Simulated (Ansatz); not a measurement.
**Geometry relaxation, with input and output: Si₁₂HO₂₄ (charge +1) (part 1 of 3)**

System: Si₁₂HO₂₄ (defect cell, 37 atoms in the cell, total charge +1).
Method: DFT PBEsol, scalar-relativistic, plane waves, PAW, PAW set soft_1, no spin polarisation (Ansatz 0.2.0).

The structure derives from an entry of the Crystallography Open Database. It belongs to a series of runs on one base structure; here: end point B relaxed.

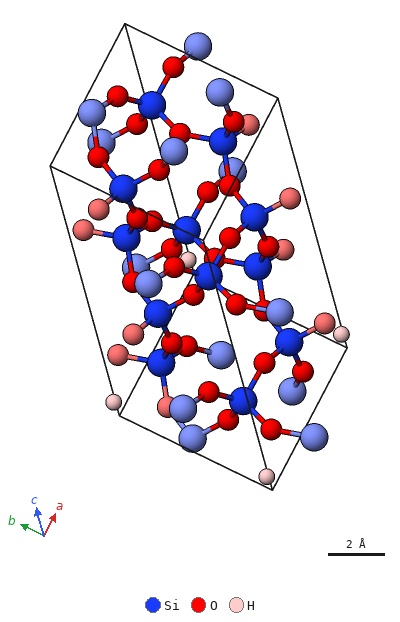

The structure as given in the input (ball-and-stick view of the cell of the calculation, seen at an oblique angle; neighbours outside the cell are drawn fainter). An atom can appear more than once, as a periodic image.

Results in brief:

```tsv
quantity	value
outcome	converged
electrons treated	192
free energy	−20979.9948 eV
Fermi energy	5.325 eV
final volume	454.36 Å³
largest force (length of the vector) at the end	0.034 eV/Å
hardware	2 threads of Arm Neoverse V1, 24 GiB of memory available, shared host
wall time	77 s (CPU time 2.5 min)
peak memory	0.96 GiB
```

Notes:

Warnings of the run: the PAW datasets were made with another functional. The cell is charged and computed with a neutralising background, so its energy and pressure depend on the cell and aren't those of a real crystal. The k-point mesh is coarse for a cell of this size, so the results may not be converged.

The input:
```yaml
crystal:
  lattice:
    - [-2.4605, 4.261711, 5.4163]
    - [4.921, 0.0, 5.4163]
    - [4.921, 8.523422, 0.0]
  atoms:
    - { symbol: Si, position: [0.18176667, 0.65156667, 0.90911667] }
    - { symbol: Si, position: [0.31823333, 0.84843333, 0.07578333] }
    - { symbol: Si, position: [0.25, 0.25, 0.1401] }
    - { symbol: O, position: [0.28316675, 0.43076675, 0.99216663] }
    - { symbol: O, position: [0.21683325, 0.06923325, 0.09913338] }
    - { symbol: O, position: [0.73118342, 0.31608342, 0.20820829] }
    - { symbol: O, position: [0.44344992, 0.17594992, 0.20447504] }
    - { symbol: O, position: [0.05655008, 0.32405008, 0.26417496] }
    - { symbol: O, position: [0.76881659, 0.18391658, 0.98184171] }
    - { symbol: Si, position: [0.18176667, 0.65156667, 0.40911667] }
    - { symbol: Si, position: [0.31823333, 0.84843333, 0.57578333] }
    - { symbol: Si, position: [0.25, 0.25, 0.6401] }
    - { symbol: O, position: [0.28316675, 0.43076675, 0.49216663] }
    - { symbol: O, position: [0.21683325, 0.06923325, 0.59913338] }
    - { symbol: O, position: [0.73118342, 0.31608342, 0.70820829] }
    - { symbol: O, position: [0.44344992, 0.17594992, 0.70447504] }
    - { symbol: O, position: [0.05655008, 0.32405008, 0.76417496] }
    - { symbol: O, position: [0.76881658, 0.18391658, 0.48184171] }
    - { symbol: Si, position: [0.68176667, 0.15156667, 0.15911667] }
    - { symbol: Si, position: [0.81823333, 0.34843333, 0.32578333] }
    - { symbol: Si, position: [0.75, 0.75, 0.3901] }
    - { symbol: O, position: [0.78316675, 0.93076675, 0.24216663] }
    - { symbol: O, position: [0.71683325, 0.56923325, 0.34913338] }
    - { symbol: O, position: [0.23118342, 0.81608342, 0.45820829] }
    - { symbol: O, position: [0.94344992, 0.67594992, 0.45447504] }
    - { symbol: O, position: [0.55655008, 0.82405008, 0.51417496] }
    - { symbol: O, position: [0.26881658, 0.68391658, 0.23184171] }
    - { symbol: Si, position: [0.68176667, 0.15156667, 0.65911667] }
    - { symbol: Si, position: [0.81823334, 0.34843333, 0.82578334] }
    - { symbol: Si, position: [0.75, 0.75, 0.8901] }
    - { symbol: O, position: [0.78316675, 0.93076675, 0.74216663] }
    - { symbol: O, position: [0.71683325, 0.56923325, 0.84913338] }
    - { symbol: O, position: [0.23118342, 0.81608342, 0.95820829] }
    - { symbol: O, position: [0.94344992, 0.67594991, 0.95447504] }
    - { symbol: O, position: [0.55655008, 0.82405008, 0.01417496] }
    - { symbol: O, position: [0.26881658, 0.68391658, 0.73184171] }
    - { symbol: H, position: [-0.00851715, 0.00733747, 1.05695633] }
total_charge: 1
basis:
  ecutwfc: 420.0
kpoints:
  mp_grid: { grid: [2, 2, 1] }
hamiltonian:
  xc: pbesol
  pseudopotentials: { kind: paw, azcp: { folder: soft_1 } }
scf:
  occupations: { method: gaussian, width: 0.05 }
  lower_state_search: "off"
relax:
  f_tol: 0.03
  max_steps: 60
  adjacent_minimum: "off"
```

Launch command:
```bash
ansatz run input.yaml --threads 2 --pin off --max-ram 5120MiB --backend cpu --events-out ev --progress --plain --runs-dir out
```

Log:
```
Warning: [file] the record states the generating functional pbe (its physics header spells it `PBE`), which answers neither for hamiltonian.xc's functional nor for the pbesol family's — results may be inconsistent (PPs are generated against a specific XC)
Warning: [file] the record states the generating functional pbe (its physics header spells it `PBE`), which answers neither for hamiltonian.xc's functional nor for the pbesol family's — results may be inconsistent (PPs are generated against a specific XC)
Warning: [file] the record states the generating functional pbe (its physics header spells it `PBE`), which answers neither for hamiltonian.xc's functional nor for the pbesol family's — results may be inconsistent (PPs are generated against a specific XC)
Engine: ansatz 0.2.0, aarch64-unknown-linux-gnu
Pseudopotentials: kind: paw
Pseudopotential: Si, paw, valence charge 4, recommended cutoff 420 eV (normal), [file]
Pseudopotential: O, paw, valence charge 6, recommended cutoff 420 eV (normal), [file]
Pseudopotential: H, paw, valence charge 1, recommended cutoff 420 eV (normal), [file]
Functional definition: PBEsol
  exchange = pbesol_x
  correlation = pbesol_c
Crystal: 37 atoms, lattice volume = 454.360 Å³
Basis set: ecut = 420 eV, 8867 PW (Γ), exchange–correlation on 100×100×144 points (8 copies of the dense FFT grid, shifted against one another)
Bands: 133, of which v1, the nominal top of the filled ones, is band 96 counted from 1 (95 counted from 0)
Symmetry: 1 space group operations
Space group: P1 (ITA 1), of the structure as read, at distance tolerance 7.7e-5 Å
k-points: 4
Non-local potential: Si, projectors of the file, l = 0: 2, l = 1: 2, l = 2: 1
Non-local potential: O, projectors of the file, l = 0: 2, l = 1: 2, l = 2: 1
Non-local potential: H, projectors of the file, l = 0: 2, l = 1: 1
PAW form: soft (Blöchl's): semilocal exchange-correlation on the pseudo side does not see the compensation charge
PAW frozen core: Si, regenerated for the run's functional, and the local potential with it (the file was generated under x = pbe(κ = 0.804, μ = 0.2195149727645171), c = pbe(β = 0.06672455060314922))
PAW frozen core: O, regenerated for the run's functional, and the local potential with it (the file was generated under x = pbe(κ = 0.804, μ = 0.2195149727645171), c = pbe(β = 0.06672455060314922))
PAW one-centre angular grid: Si, 110 points (default); XC on 64 Gauss nodes
PAW one-centre angular grid: O, 110 points (default); XC on 64 Gauss nodes
PAW one-centre angular grid: H, 110 points (default); XC on 64 Gauss nodes
Initial density: superposition of atomic densities (chi_scale 0.1, normalization cell), built separately for each of the 2 bonded fragments (scf.initial_density.interfragment_charge_transfer: auto; true builds it for the cell as a whole; a typed value also counts as a typed key of the start: scf.initial_density.chi_scale says what that changes, if anything)
Initial wavefunctions: pseudopotential atomic-orbital guess
Functional: x = pbesol(κ = 0.804, μ = 0.12345679012345678), c = pbesol(β = 0.046)
SCF iter   1: F=—  HF=-20999.713898 eV  |F-HF|=—  |Δ(HF+E_count)|=         —  Δρ=1.37e-1  dr2=7.84e1  ethr=3.10e-3  ⟨swp⟩=6.0  Hψ=2521  notcnv=0  defer=47
preconditioner: auto → Resta (q_TF=auto, 2.363 Å⁻¹)  ε∞=2.8  [insulator: Δε(μ)=5.702 eV  Ē_g=18.088 eV  σ=0.050 eV  W_gap=1.00  n_scr=102 (ndim 8)  ℏωp=24.1 eV  f_vac=0.004  D(μ)=0.00/eV (n_scr^D=0)  ε∞_Penn≈2.8]
SCF iter   2: F=—  HF=-20977.418892 eV  |F-HF|=—  |Δ(HF+E_count)|=    2.23e1  Δρ=4.50e-2  dr2=4.19e0  ethr=3.10e-3  ⟨swp⟩=3.8  Hψ=1371  notcnv=0  defer=129
SCF iter   3: F=—  HF=-20976.797159 eV  |F-HF|=—  |Δ(HF+E_count)|=   6.22e-1  Δρ=2.20e-2  dr2=1.29e0  ethr=2.18e-3  ⟨swp⟩=2.0  Hψ=631  notcnv=0  defer=129
SCF iter   4: F=—  HF=-20976.703793 eV  |F-HF|=—  |Δ(HF+E_count)|=   9.34e-2  Δρ=2.07e-3  dr2=2.26e-2  ethr=6.70e-4  ⟨swp⟩=4.0  Hψ=816  notcnv=0  defer=129
SCF iter   5: F=—  HF=-20976.723145 eV  |F-HF|=—  |Δ(HF+E_count)|=   1.94e-2  Δρ=7.61e-4  dr2=2.11e-3  ethr=1.18e-5  ⟨swp⟩=2.0  Hψ=898  notcnv=0  defer=129
SCF iter   6: F=—  HF=-20976.723783 eV  |F-HF|=—  |Δ(HF+E_count)|=   6.37e-4  Δρ=1.67e-4  dr2=1.53e-4  ethr=1.10e-6  ⟨swp⟩=2.0  Hψ=695  notcnv=0  defer=129
SCF iter   7: F=—  HF=-20976.723896 eV  |F-HF|=—  |Δ(HF+E_count)|=   1.14e-4  Δρ=6.49e-5  dr2=1.51e-5  ethr=7.96e-8  ⟨swp⟩=2.0  Hψ=787  notcnv=0  defer=129
SCF iter   8: F=-20976.723907 eV  HF=-20976.723907 eV  |F-HF|=4.01e-7  |Δ(HF+E_count)|=   1.05e-5  Δρ=1.12e-5  dr2=4.86e-7  ethr=7.88e-9  ⟨swp⟩=4.2  Hψ=1607  notcnv=0
SCF 1 converged in 8 iterations: F = -20976.723907 eV  dr2 = 4.86e-7
  greatest PAW one-centre occupation: 0.863 electrons in one spin orbital (limit 2), on the O atom at site 8 (counted from 0), in its partial waves of l = 0
relax step   1: F+E_penalty+E_count = -20976.72390701 eV  Δ(F+E_penalty+E_count) = +0.000e0 eV  max|allowed force component| = 2.601e0 eV/Å  Δτ_max = 0.0000 Å  (8 SCF iters, dr2 threshold 2.25e-5 eV, accepted)
Initial density: handed on by an earlier stage of this run
Initial wavefunctions: those handed on with the density
iter 1 solved again at ethr=5.49e-5 eV; its pass at ethr=3.10e-3 eV (dr2=1.05e-1 eV) is discarded
SCF iter   1: F=—  HF=-20977.200005 eV  |F-HF|=—  |Δ(HF+E_count)|=         —  Δρ=5.40e-3  dr2=1.08e-1  ethr=5.49e-5  ⟨swp⟩=2.0  Hψ=1846  notcnv=0  defer=129
preconditioner: auto → Resta (q_TF=auto, 2.363 Å⁻¹)  ε∞=3.1  [insulator: Δε(μ)=1.950 eV  Ē_g=16.710 eV  σ=0.050 eV  W_gap=1.00  n_scr=102 (ndim 8)  ℏωp=24.1 eV  f_vac=0.107  D(μ)=0.00/eV (n_scr^D=0)  ε∞_Penn≈3.1]
SCF iter   2: F=—  HF=-20977.177265 eV  |F-HF|=—  |Δ(HF+E_count)|=   2.27e-2  Δρ=2.74e-3  dr2=2.08e-2  ethr=5.49e-5  ⟨swp⟩=2.2  Hψ=807  notcnv=0  defer=129
SCF iter   3: F=—  HF=-20977.173851 eV  |F-HF|=—  |Δ(HF+E_count)|=   3.41e-3  Δρ=1.19e-3  dr2=5.80e-3  ethr=1.08e-5  ⟨swp⟩=2.0  Hψ=823  notcnv=0  defer=129
SCF iter   4: F=—  HF=-20977.172864 eV  |F-HF|=—  |Δ(HF+E_count)|=   9.86e-4  Δρ=2.80e-4  dr2=2.94e-4  ethr=3.02e-6  ⟨swp⟩=2.0  Hψ=778  notcnv=0  defer=129
SCF iter   5: F=—  HF=-20977.172899 eV  |F-HF|=—  |Δ(HF+E_count)|=   3.46e-5  Δρ=1.38e-4  dr2=6.83e-5  ethr=5.21e-8  ⟨swp⟩=3.2  Hψ=2061  notcnv=0
SCF iter   6: F=-20977.172895 eV  HF=-20977.172892 eV  |F-HF|=2.52e-6  |Δ(HF+E_count)|=   6.86e-6  Δρ=3.81e-5  dr2=6.19e-6  ethr=3.56e-8  ⟨swp⟩=4.0  Hψ=1603  notcnv=0
SCF 2 converged in 6 iterations: F = -20977.172895 eV  dr2 = 6.19e-6
  greatest PAW one-centre occupation: 0.862 electrons in one spin orbital (limit 2), on the O atom at site 8 (counted from 0), in its partial waves of l = 0
relax step   2: F+E_penalty+E_count = -20977.17289467 eV  Δ(F+E_penalty+E_count) = -4.490e-1 eV  max|allowed force component| = 2.181e0 eV/Å  Δτ_max = 0.1293 Å  (6 SCF iters, dr2 threshold 1.00e-4 eV, accepted)
SCF iter   1: F=—  HF=-20977.962467 eV  |F-HF|=—  |Δ(HF+E_count)|=         —  Δρ=8.30e-3  dr2=2.65e-1  ethr=1.38e-3  ⟨swp⟩=4.5  Hψ=1277  notcnv=0  defer=129
preconditioner: auto → Resta (q_TF=auto, 2.363 Å⁻¹)  ε∞=3.1  [insulator: Δε(μ)=3.079 eV  Ē_g=16.662 eV  σ=0.050 eV  W_gap=1.00  n_scr=102 (ndim 8)  ℏωp=24.1 eV  f_vac=0.104  D(μ)=0.00/eV (n_scr^D=0)  ε∞_Penn≈3.1]
SCF iter   2: F=—  HF=-20977.905288 eV  |F-HF|=—  |Δ(HF+E_count)|=   5.72e-2  Δρ=4.25e-3  dr2=5.51e-2  ethr=1.38e-4  ⟨swp⟩=2.5  Hψ=861  notcnv=0  defer=129
SCF iter   3: F=—  HF=-20977.896072 eV  |F-HF|=—  |Δ(HF+E_count)|=   9.22e-3  Δρ=1.85e-3  dr2=1.43e-2  ethr=2.87e-5  ⟨swp⟩=2.0  Hψ=805  notcnv=0  defer=129
SCF iter   4: F=—  HF=-20977.893436 eV  |F-HF|=—  |Δ(HF+E_count)|=   2.64e-3  Δρ=4.57e-4  dr2=8.24e-4  ethr=7.43e-6  ⟨swp⟩=2.0  Hψ=822  notcnv=0  defer=129
[...]
  greatest PAW one-centre occupation: 0.860 electrons in one spin orbital (limit 2), on the O atom at site 33 (counted from 0), in its partial waves of l = 0
relax step   3: F+E_penalty+E_count = -20977.89347954 eV  Δ(F+E_penalty+E_count) = -7.206e-1 eV  max|allowed force component| = 2.160e0 eV/Å  Δτ_max = 0.1953 Å  (6 SCF iters, dr2 threshold 1.00e-4 eV, accepted)
preconditioner: auto → Resta (q_TF=auto, 2.363 Å⁻¹)  ε∞=3.1  [insulator: Δε(μ)=4.502 eV  Ē_g=16.636 eV  σ=0.050 eV  W_gap=1.00  n_scr=102 (ndim 8)  ℏωp=24.1 eV  f_vac=0.102  D(μ)=0.00/eV (n_scr^D=0)  ε∞_Penn≈3.1]
  greatest PAW one-centre occupation: 0.861 electrons in one spin orbital (limit 2), on the O atom at site 33 (counted from 0), in its partial waves of l = 0
relax step   4: F+E_penalty+E_count = -20978.60849715 eV  Δ(F+E_penalty+E_count) = -7.150e-1 eV  max|allowed force component| = 2.619e0 eV/Å  Δτ_max = 0.1951 Å  (6 SCF iters, dr2 threshold 1.00e-4 eV, accepted)
preconditioner: auto → Resta (q_TF=auto, 2.363 Å⁻¹)  ε∞=3.1  [insulator: Δε(μ)=5.297 eV  Ē_g=16.660 eV  σ=0.050 eV  W_gap=1.00  n_scr=102 (ndim 8)  ℏωp=24.1 eV  f_vac=0.101  D(μ)=0.00/eV (n_scr^D=0)  ε∞_Penn≈3.1]
  greatest PAW one-centre occupation: 0.861 electrons in one spin orbital (limit 2), on the O atom at site 16 (counted from 0), in its partial waves of l = 0
relax step   5: F+E_penalty+E_count = -20979.36651551 eV  Δ(F+E_penalty+E_count) = -7.580e-1 eV  max|allowed force component| = 1.594e0 eV/Å  Δτ_max = 0.1952 Å  (6 SCF iters, dr2 threshold 1.00e-4 eV, accepted)
preconditioner: auto → Resta (q_TF=auto, 2.363 Å⁻¹)  ε∞=3.1  [insulator: Δε(μ)=5.377 eV  Ē_g=16.725 eV  σ=0.050 eV  W_gap=1.00  n_scr=102 (ndim 8)  ℏωp=24.1 eV  f_vac=0.100  D(μ)=0.00/eV (n_scr^D=0)  ε∞_Penn≈3.1]
relax step   6: F+E_penalty+E_count = -20979.29285510 eV  Δ(F+E_penalty+E_count) = +7.366e-2 eV  max|allowed force component| = 6.471e0 eV/Å  Δτ_max = 0.1936 Å  (6 SCF iters, dr2 threshold 1.00e-4 eV, rejected (line search))
preconditioner: auto → Resta (q_TF=auto, 2.363 Å⁻¹)  ε∞=3.1  [insulator: Δε(μ)=5.364 eV  Ē_g=16.685 eV  σ=0.050 eV  W_gap=1.00  n_scr=102 (ndim 8)  ℏωp=24.1 eV  f_vac=0.101  D(μ)=0.00/eV (n_scr^D=0)  ε∞_Penn≈3.1]
relax step   7: F+E_penalty+E_count = -20979.72541694 eV  Δ(F+E_penalty+E_count) = -3.589e-1 eV  max|allowed force component| = 9.419e-1 eV/Å  Δτ_max = 0.0944 Å  (8 SCF iters, accepted)
preconditioner: auto → Resta (q_TF=auto, 2.363 Å⁻¹)  ε∞=3.1  [insulator: Δε(μ)=5.428 eV  Ē_g=16.729 eV  σ=0.050 eV  W_gap=1.00  n_scr=102 (ndim 8)  ℏωp=24.1 eV  f_vac=0.103  D(μ)=0.00/eV (n_scr^D=0)  ε∞_Penn≈3.1]
  greatest PAW one-centre occupation: 0.860 electrons in one spin orbital (limit 2), on the O atom at site 16 (counted from 0), in its partial waves of l = 0
relax step   8: F+E_penalty+E_count = -20979.90093480 eV  Δ(F+E_penalty+E_count) = -1.755e-1 eV  max|allowed force component| = 2.470e-1 eV/Å  Δτ_max = 0.1000 Å  (6 SCF iters, dr2 threshold 1.00e-4 eV, accepted)
preconditioner: auto → Resta (q_TF=auto, 2.363 Å⁻¹)  ε∞=3.1  [insulator: Δε(μ)=5.496 eV  Ē_g=16.778 eV  σ=0.050 eV  W_gap=1.00  n_scr=102 (ndim 8)  ℏωp=24.1 eV  f_vac=0.107  D(μ)=0.00/eV (n_scr^D=0)  ε∞_Penn≈3.1]
relax step   9: F+E_penalty+E_count = -20979.93682878 eV  Δ(F+E_penalty+E_count) = -3.589e-2 eV  max|allowed force component| = 6.407e-1 eV/Å  Δτ_max = 0.1500 Å  (7 SCF iters, dr2 threshold 4.20e-6 eV, accepted)
preconditioner: auto → Resta (q_TF=auto, 2.363 Å⁻¹)  ε∞=3.1  [insulator: Δε(μ)=5.523 eV  Ē_g=16.782 eV  σ=0.050 eV  W_gap=1.00  n_scr=102 (ndim 8)  ℏωp=24.1 eV  f_vac=0.109  D(μ)=0.00/eV (n_scr^D=0)  ε∞_Penn≈3.1]
relax step  10: F+E_penalty+E_count = -20979.98343658 eV  Δ(F+E_penalty+E_count) = -4.661e-2 eV  max|allowed force component| = 3.826e-1 eV/Å  Δτ_max = 0.1294 Å  (5 SCF iters, dr2 threshold 2.82e-5 eV, accepted)
preconditioner: auto → Resta (q_TF=auto, 2.363 Å⁻¹)  ε∞=3.1  [insulator: Δε(μ)=5.541 eV  Ē_g=16.783 eV  σ=0.050 eV  W_gap=1.00  n_scr=102 (ndim 8)  ℏωp=24.1 eV  f_vac=0.109  D(μ)=0.00/eV (n_scr^D=0)  ε∞_Penn≈3.1]
relax step  11: F+E_penalty+E_count = -20979.99341812 eV  Δ(F+E_penalty+E_count) = -9.982e-3 eV  max|allowed force component| = 6.099e-2 eV/Å  Δτ_max = 0.0428 Å  (4 SCF iters, dr2 threshold 5.22e-5 eV, accepted)
preconditioner: auto → Resta (q_TF=auto, 2.363 Å⁻¹)  ε∞=3.1  [insulator: Δε(μ)=5.534 eV  Ē_g=16.790 eV  σ=0.050 eV  W_gap=1.00  n_scr=102 (ndim 8)  ℏωp=24.1 eV  f_vac=0.108  D(μ)=0.00/eV (n_scr^D=0)  ε∞_Penn≈3.1]
relax step  12: F+E_penalty+E_count = -20979.99483055 eV  Δ(F+E_penalty+E_count) = -1.412e-3 eV  max|allowed force component| = 2.871e-2 eV/Å  Δτ_max = 0.0257 Å  (7 SCF iters, accepted)
```

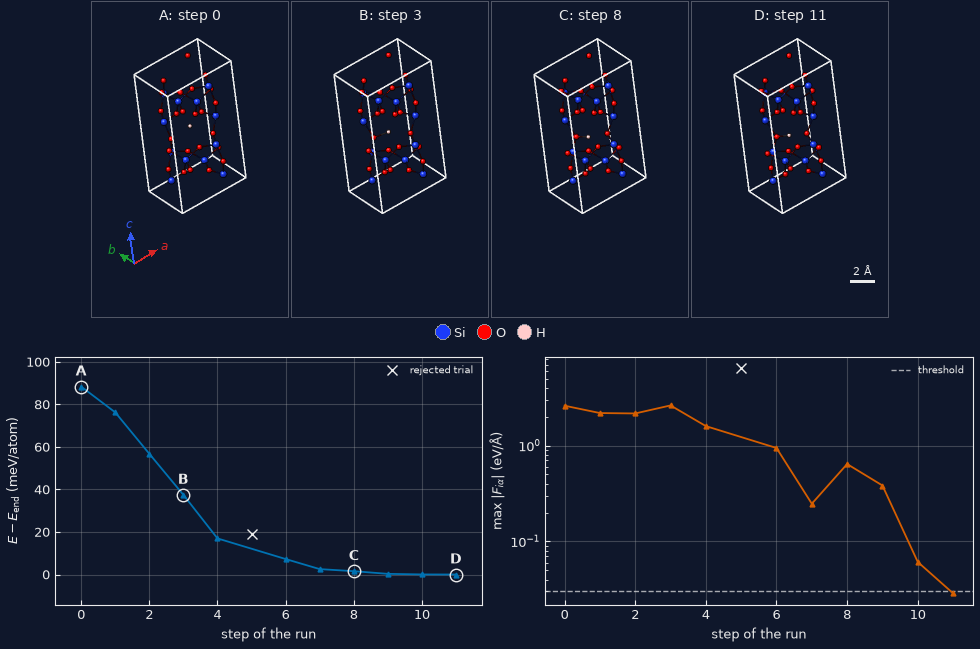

Frames of the relaxation (ball-and-stick view of the cell of the calculation (origin shifted), seen slightly off an axis) above the curves, on which the letters mark them (the first geometry is step 0 here and step 1 in the log).

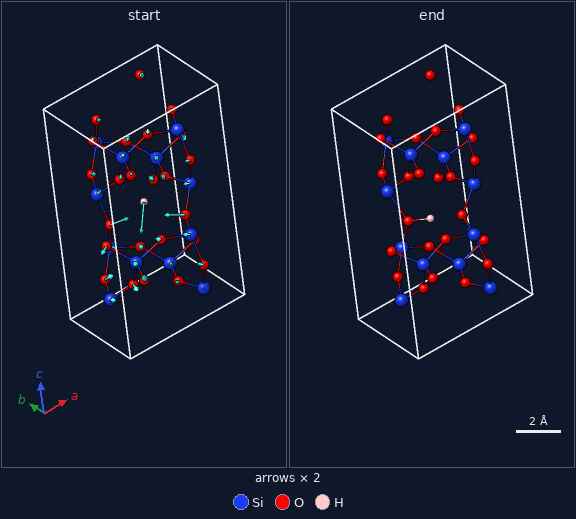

Before (left) and after (right) the relaxation, at one scale (ball-and-stick view of the cell of the calculation (origin shifted), seen slightly off an axis). The teal arrows give the displacements, magnified 2 times. Over 11 geometry steps the energy falls by 88.4 meV per atom. The largest force component goes from 2.6 to 0.029 eV/Å. The line search rejected the trial step at point 5 (counted from 0) and went back. The largest move is that of H37, 0.78 Å. By element the largest moves are H 0.78 Å, O 0.53 Å, Si 0.23 Å. The cell stays as it was. Distances before and after: O9–H37 1.919 → 1.066 Å, O9–Si19 1.606 → 1.732 Å, O9–Si29 1.613 → 1.736 Å, Si2–O33 1.606 → 1.671 Å. New bonds form: O9–H37 (1.92 → 1.07 Å). Among the angles that change: Si3–O7–Si19 144.2° → 161.8°, Si28–O15–Si29 144.2° → 158.6°, Si19–O9–Si29 144.2° → 130.3°. (Atoms are counted from 1 in the order of the input.)
